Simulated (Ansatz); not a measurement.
The compound is SiC (space group P6_3/mmc, No. 194), taken as coordinates from a relaxation with Ansatz, DFT PBE, scalar-relativistic, plane waves, PAW; the starting structure was generated, so it need not be a known form of this composition.

```cif
data_structure
_symmetry_space_group_name_H-M 'P 1'
_symmetry_Int_Tables_number 1
_cell_length_a 2.8770
_cell_length_b 2.8770
_cell_length_c 5.0749
_cell_angle_alpha 90.000
_cell_angle_beta 90.000
_cell_angle_gamma 120.000
_cell_volume 36.38
loop_
_atom_site_label
_atom_site_type_symbol
_atom_site_fract_x
_atom_site_fract_y
_atom_site_fract_z
_atom_site_occupancy
Si1 Si 0.33333 0.66667 0.75000 1
Si2 Si 0.66667 0.33333 0.25000 1
C1 C 0.00000 0.00000 0.00000 1
C2 C 0.00000 0.00000 0.50000 1
```

Bonds are taken as C–Si below 2.4 Å. Simplification: prune 0- and 1-connected atoms, fold 2-connected ones into links.

Derive the underlying net.

The result is a binodal (6,6)-connected, three-periodic net: Si is a 6-connected node; C is a 6-connected node, in the ratio 1:1. It is the nia net, known from NiAs. It is a single net, without interpenetration.

```csv
node,links,point symbol,coordination sequence
Si,6,4⁹·6⁶,6 18 42 74 114
C,6,4¹²·6³,6 20 42 74 114
```

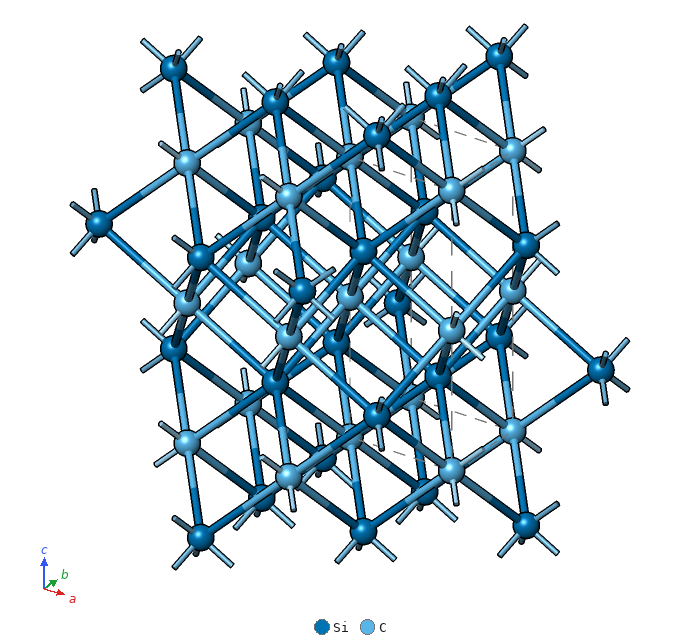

Nodes are coloured by topological kind. Edges to nodes outside the piece are drawn as stubs.
